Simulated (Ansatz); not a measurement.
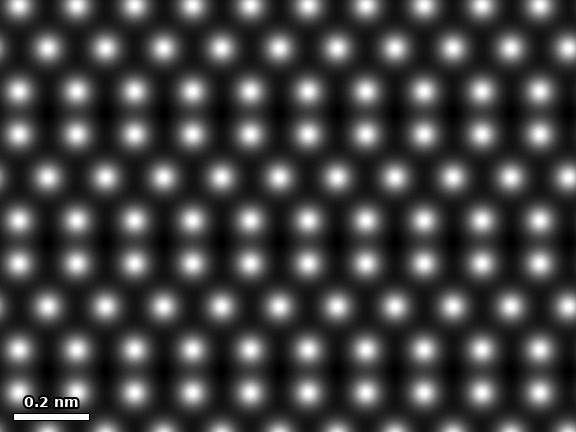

Map of the projected electrostatic potential of a crystal. Computed as the sum of neutral-atom potentials (tabulated electron scattering factors, B = 0.5 Å²) projected along the beam and smoothed by 0.25 Å; brighter is more positive. The display is stretched by a gamma of 0.7; percentages refer to the linear signal.

What two-dimensional lattice does the image show, and how large is its cell?

The pattern repeats on a rectangular net of 1.6 × 3.5 Å.

What is the plane group of the image?

p2mm: mirror lines in two perpendicular directions, with twofold points where they cross.

How many columns does the smallest repeating cell hold, and how many levels of brightness?

3 columns in the primitive cell of 5.4 Å², all of one brightness.

The crystal is Co (P6/mmm, No. 191) seen along [102]. Structure: the end point of a relaxation with DFT, RPBE, plane waves (420 eV) with PAW, scalar-relativistic in Ansatz; the starting structure was generated, so it need not be a known form of this composition.
